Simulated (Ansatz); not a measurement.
# Pb: 6 runs along one coordinate

System: Pb (Fm-3m, 1 atom in the cell).
Method: Kohn-Sham DFT of a periodic cell, HSE06, Ansatz PAW, no spin polarisation (Ansatz 0.2.0).

The 6 runs differ only in the geometry, by an even scaling of the cell at fixed fractional positions. The structure derives from an entry of the Crystallography Open Database.

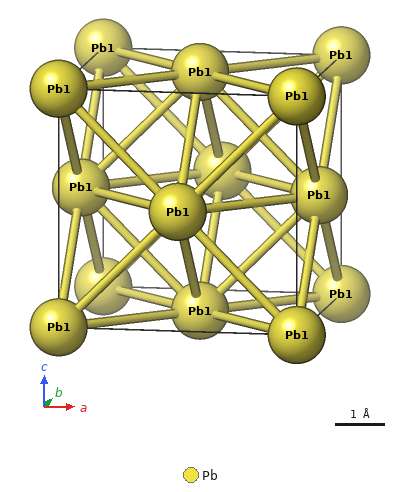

Figure 1. The structure of run 4 (ball-and-stick view of the cell 4 times as large as that of the calculation, set on its symmetry axes, seen slightly off an axis; atoms are numbered from 1 in the order of the input).

## Input of run 4
```yaml
crystal:
  lattice:
    - [0.0, 2.4914113386, 2.4914113386]
    - [2.4914113386, 0.0, 2.4914113386]
    - [2.4914113386, 2.4914113386, 0.0]
  atoms:
    - { symbol: Pb, position: [0.0, 0.0, 0.0] }
hamiltonian:
  xc: hse06
  pseudopotentials: { kind: paw }
kpoints:
  mp_grid: { grid: [5, 5, 5] }
scf:
  occupations: { method: fermi_dirac, width: 0.05 }
output:
  forces: true
  stress: true
  eigenvalues: true
```

Command:
```bash
ansatz run input.yaml --threads 2 --pin off --max-ram 5632MiB --backend cpu --events-out ev --progress --plain --runs-dir out
```

Run 2 differs from it as follows:
```diff
-    - [0.0, 2.4914113386, 2.4914113386]
-    - [2.4914113386, 0.0, 2.4914113386]
-    - [2.4914113386, 2.4914113386, 0.0]
+    - [0.0, 2.458408627, 2.458408627]
+    - [2.458408627, 0.0, 2.458408627]
+    - [2.458408627, 2.458408627, 0.0]
```

## Results, with one run withheld

```csv
run,volume per atom (Å³),"free energy per atom, from the lowest run given (meV)",pressure (GPa)
1,28.503,24.57,4.04
2,29.716,?,?
3,30.323,0.00,0.48
4,30.929,0.01,−0.46
5,31.535,3.37,−1.30
6,32.142,9.76,−2.05
```

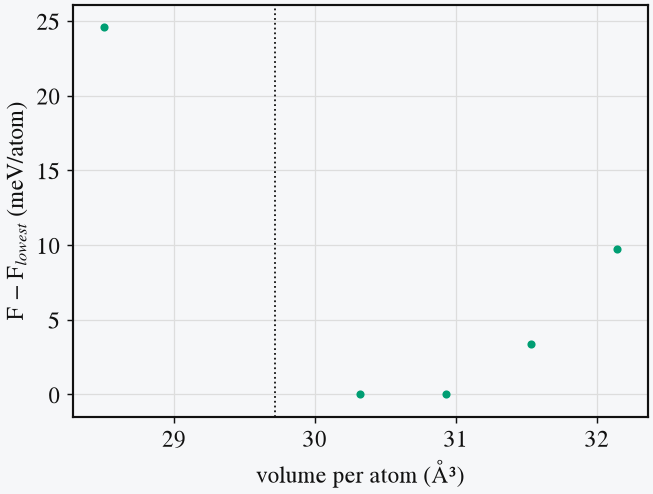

Figure 2. Free energy per atom of the runs given; the dotted line marks run 2.

What should run 2 give?

A cubic polynomial in V^(−2/3) (the Birch–Murnaghan form), fitted to the 5 runs given, misses them by under 0.01 meV per atom. With x = V^(−2/3) − 0.10212 Å⁻², it reads F = −0.43948 − 89.69 x + 9.798e+05 x² + 3.6928e+06 x³ (meV per atom). At run 2 it gives 3.78 meV per atom, and the run itself gives 3.79. The slope of the fit gives a pressure −dF/dV of 1.54 GPa there, and the run prints 1.53 GPa. The fit has its minimum at 30.623 Å³ per atom, where V d²F/dV² gives 47.6 GPa: the bulk modulus at this level, since symmetry fixes the shape and the positions.

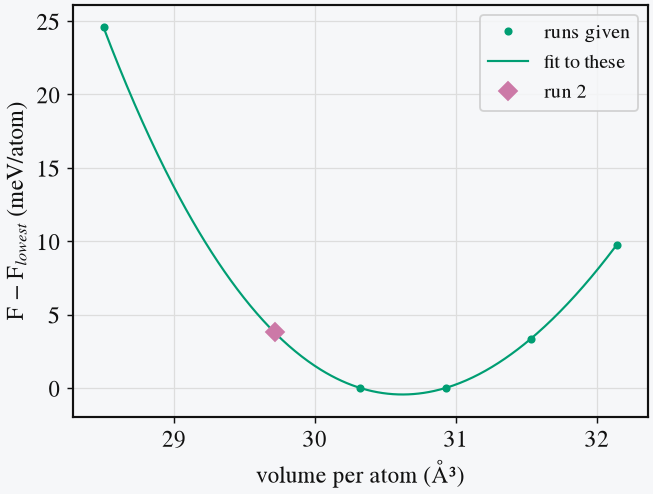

Figure 3. The fit and the withheld run.

## Output, shortened to warnings, some set-up lines, iterations and results (run 2)
```
Warning: output.stress: scf.convergence.dr2_threshold = 1e-7 eV (the SCF's general default) is looser than the 1e-10 eV advised for a printed stress (1e-10 eV for each atom of the cell: 1). What an SCF threshold leaves in a stress goes as its square root, and in the free energy as the threshold itself, and one threshold admits the most on a small cell: of the crystals measured, under no hybrid …
Warning: output.stress: scf.exx.energy_threshold = 1e-6 eV is looser than the 1e-8 eV advised for a stress under a hybrid functional (1e-8 eV for each atom of the cell: 1). Every SCF of the exchange loop can meet its threshold on dr2 while the loop round them stops early: no threshold on dr2 bounds what that leaves in the stress. Set scf.exx.energy_threshold to 1e-8 eV or tighter. The threshold …
Basis set: ecut = 420 eV, 561 PW (Γ), exchange–correlation on 48×48×48 points (8 copies of the dense FFT grid, shifted against one another)
Symmetry: 48 space group operations
k-points: 10 of 125
Initial density: superposition of atomic densities (neutral atoms: chi_scale 0, normalization atom), corrected by the library's trained network
[...]
SCF iter   1: F=—  HF=-11906.365595 eV  |F-HF|=—  |Δ(HF+E_count)|=         —  Δρ=1.00e-3  dr2=1.29e-4  ethr=1.77e-3  ⟨swp⟩=9.6  Hψ=522  notcnv=0
SCF iter   2: F=—  HF=-11906.365794 eV  |F-HF|=—  |Δ(HF+E_count)|=   2.00e-4  Δρ=4.21e-4  dr2=2.28e-5  ethr=9.21e-7  ⟨swp⟩=4.4  Hψ=350  notcnv=0  defer=4
SCF iter   3: F=—  HF=-11906.365799 eV  |F-HF|=—  |Δ(HF+E_count)|=   4.79e-6  Δρ=6.13e-5  dr2=5.64e-7  ethr=3.62e-9  ⟨swp⟩=4.0  Hψ=407  notcnv=0
SCF iter   4: F=—  HF=-11906.365799 eV  |F-HF|=—  |Δ(HF+E_count)|=   1.47e-7  Δρ=6.39e-6  dr2=7.23e-9  ethr=3.62e-9  ⟨swp⟩=3.0  Hψ=203  notcnv=0
SCF iter   5: F=—  HF=-11906.365799 eV  |F-HF|=—  |Δ(HF+E_count)|=   9.76e-9  Δρ=2.85e-6  dr2=7.78e-10  ethr=5.16e-11  ⟨swp⟩=4.1  Hψ=280  notcnv=0
[... 7 lines ...]
SCF iter   6: F=-11910.004649 eV  HF=-11910.004649 eV  |F-HF|=6.90e-8  |Δ(HF+E_count)|=   1.61e-6  Δρ=2.13e-5  dr2=9.55e-8  ethr=2.76e-8  ⟨swp⟩=3.4  Hψ=257  notcnv=0
SCF 2 converged in 6 iterations: F = -11910.004649 eV  dr2 = 9.55e-8
SCF iter   1: F=—  HF=-11910.004599 eV  |F-HF|=—  |Δ(HF+E_count)|=         —  Δρ=1.57e-5  dr2=2.43e-8  ethr=1.58e-7  ⟨swp⟩=5.1  Hψ=312  notcnv=0
SCF iter   2: F=-11910.004599 eV  HF=-11910.004599 eV  |F-HF|=3.86e-9  |Δ(HF+E_count)|=   1.47e-7  Δρ=9.33e-6  dr2=8.54e-9  ethr=1.53e-10  ⟨swp⟩=4.5  Hψ=285  notcnv=0  defer=1
SCF 3 converged in 2 iterations: F = -11910.004599 eV  dr2 = 8.54e-9
  Residual-converged pass: ⟨swp⟩=3.1  Hψ=229  notcnv=0  max |occ|·‖R‖ = 2.2e-6 eV (tolerance 2.4e-6 eV)  dr2=8.56e-9  dr2_onsite=6.72e-10  max |Δocc| = 5.9e-14
hybrid outer 2: dexx = +4.608e-8 eV, tail = 1.97e-8 eV, Δε = 1.40e-3 eV (about 1.01e-4 eV left of the loop's levels)
hybrid SCF converged: 2 outer / 8 inner (+6 warm-up), last move |dexx| = 4.61e-8 eV, tail = 1.97e-8 eV
Stability not checked: this state was not tested for a lower state beside it, because the functional holds exact exchange (a hybrid, or Hartree-Fock), whose exchange loop this test does not read (fock_operator; see scf.lower_state_search)
Free energy (F): -11910.004599 eV
Frozen-core exchange: fock
Harris-Foulkes:  -11910.004599 eV  (|F-HF|=3.86e-9)
Internal energy: -11909.991832 eV  (E = F + TS)
E sigma→0 (E₀):  -11909.998216 eV
Entropy (-TS):   -0.012767 eV (-12.767 meV/atom)
Fermi energy:    10.811430 eV
--- Per-component energies (eV) ---
  E_band       = -55.703321
  E_kinetic    = 288.830290
  E_local      = -1001.693394  (includes V_loc(G=0)·N_el)
  E_nonlocal   = 349.589087
  E_hartree    = 400.539436
  E_xc         = -175.631679
  E_vxc        = -105.793201  (∫ρ·V_xc dr)
  E_exx        = -31.278998  (= α·E_x^exact, valence–valence)
  E_paw        = -10424.786028  (= ΣΔE_a)
  E_vpaw       = -325.157881  (= ΣTr[D̂ρ^β])
  E_aug_tail   = 0.000049  (compensation charges beyond the density's cutoff)
  E_ewald      = -1315.891507
  E_core_change = 0.330912  (= ΣΔE_core)
  E_smearing   = -0.012767  (= −TS)
  E_closure    = -0.000000  (closes the sum)
  Σ components = -11910.004599   (vs F -11910.004599, Δ=0.00e0)
--- Forces (eV/Å), atoms counted from 1 ---
  atom   1  Pb     0.00000000    -0.00000000    -0.00000000
  max |Σ_I F_I| component: 5.52e-30 eV/Å
--- Stress (GPa, compression-positive) ---
        1.531936       0.000000       0.000000
       -0.000000       1.531936      -0.000000
        0.000000       0.000000       1.531936
  P = ⅓ Tr σ = 1.5319 GPa (15.319 kbar)
```

The program warns: the exchange loop's threshold is looser than advised for the stress; the SCF threshold is looser than advised for the printed stress. Spin–orbit coupling is left out, which matters for Pb.
